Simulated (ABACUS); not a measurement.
## Si: 7 runs along one coordinate

System: Si (I4₁/amd, 2 atoms in the cell).
Method: Kohn-Sham DFT of a periodic cell, PBE, PseudoDojo NC SR 0.4.1 PBE standard, no spin polarisation (ABACUS 3.10.1).

The 7 runs differ only in the geometry, by an even scaling of the cell at fixed fractional positions. The structure derives from a Materials Project entry.

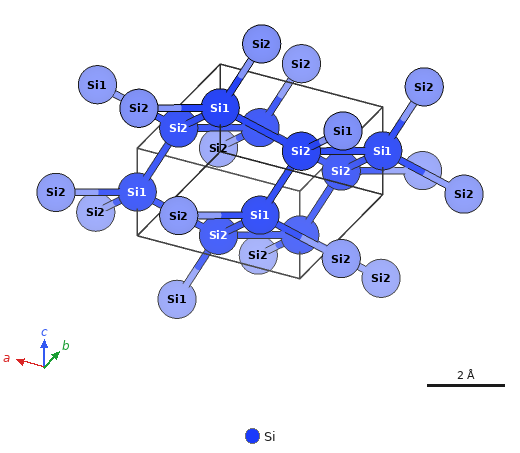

Figure 1. The structure of run 4 (ball-and-stick view of the cell 2 times as large as that of the calculation, set on its symmetry axes, seen at an oblique angle; neighbours outside the cell are drawn fainter; atoms are numbered from 1 in the order of the input).

## Input file of run 4
```
INPUT_PARAMETERS
suffix              Si
calculation         scf
basis_type          pw
pseudo_dir          ./
symmetry            1
dft_functional      pbe
ecutwfc             36
pseudo_rcut         7
nspin               1
nbands              8
ks_solver           dav
smearing_method     fd
smearing_sigma      0.00367493
scf_thr             1e-08
scf_nmax            100
mixing_type         broyden
mixing_beta         0.7
cal_force           1
cal_stress          1
kpar                4
```

## File STRU of run 4
```
ATOMIC_SPECIES
Si 28.0850 Si.upf

LATTICE_CONSTANT
1.8897261246

LATTICE_VECTORS
-2.3713723045 2.3713723045 1.3292653899
2.3713723045 -2.3713723045 1.3292653899
2.3713723045 2.3713723045 -1.3292653899

ATOMIC_POSITIONS
Direct

Si
0.0
2
0.5000000000 0.5000000000 0.0000000000 1 1 1
0.2500000000 0.7500000000 0.5000000000 1 1 1
```

## File KPT of run 4
```
K_POINTS
0
Gamma
11 11 11 0 0 0
```

Command:
```bash
OMP_NUM_THREADS=1 mpirun -np 4 abacus > log
```

Run 2 differs from it as follows:
```diff
--2.3713723045 2.3713723045 1.3292653899
-2.3713723045 -2.3713723045 1.3292653899
-2.3713723045 2.3713723045 -1.3292653899
+-2.3393228040 2.3393228040 1.3113001418
+2.3393228040 -2.3393228040 1.3113001418
+2.3393228040 2.3393228040 -1.3113001418
```

## Results, with one run withheld

| run | volume per atom (Å³) | free energy per atom, from the lowest run given (meV) | pressure (GPa) |
| --- | --- | --- | --- |
| 1 | 14.053 | 44.50 | 11.78 |
| 2 | 14.352 | ? | ? |
| 3 | 14.651 | 12.10 | 5.73 |
| 4 | 14.950 | 3.78 | 3.17 |
| 5 | 15.249 | 0.00 | 0.87 |
| 6 | 15.548 | 0.28 | −1.19 |
| 7 | 15.847 | 4.18 | −3.02 |

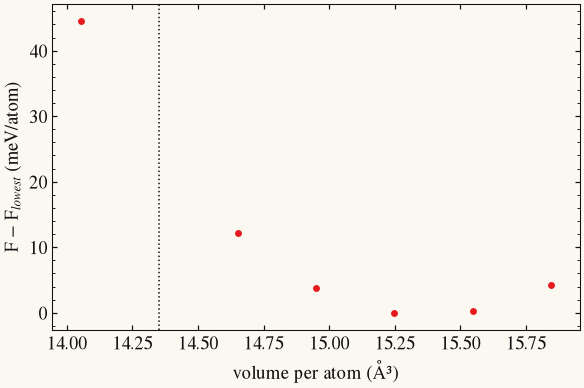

Figure 2. Free energy per atom of the runs given; the dotted line marks run 2.

Fit the runs given and predict run 2.

A cubic polynomial in V^(−2/3) (the Birch–Murnaghan form), fitted to the 6 runs given, misses them by under 0.01 meV per atom. With x = V^(−2/3) − 0.16419 Å⁻², it reads F = 2.3374 + 2186.2 x + 4.465e+05 x² + 9.0139e+05 x³ (meV per atom). At run 2 it gives 25.47 meV per atom, and the run itself gives 25.49. The slope of the fit gives a pressure −dF/dV of 8.63 GPa there, and the run prints 8.59 GPa. The fit has its minimum at 15.376 Å³ per atom, where V d²F/dV² gives 107 GPa. Cell shape and fractional positions are held, so this is the stiffness under even scaling; the relaxed bulk modulus wasn't computed.

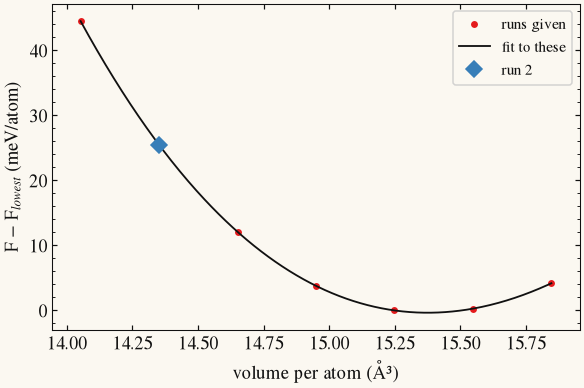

Figure 3. The fit and the withheld run.

## Some lines of the output (run 2)
```
[...]
                          Volume (Bohr^3) = 193.704
                             Volume (A^3) = 28.704
 E_Fermi        0.7726419063         10.5123324392
 E_Fermi        0.7718562100         10.5016424922
 E_Fermi        0.7720459809         10.5042244580
 E_Fermi        0.7721871719         10.5061454608
 E_KS(sigma->0) -16.8780824230       -229.6380922661
 E_Fermi        0.7721808817         10.5060598773
 final etot is -229.64141263 eV
 EFERMI = 10.506059877 eV
 TOTAL-PRESSURE: 85.944378 KBAR
 !FINAL_ETOT_IS -229.6414126276561660 eV
```
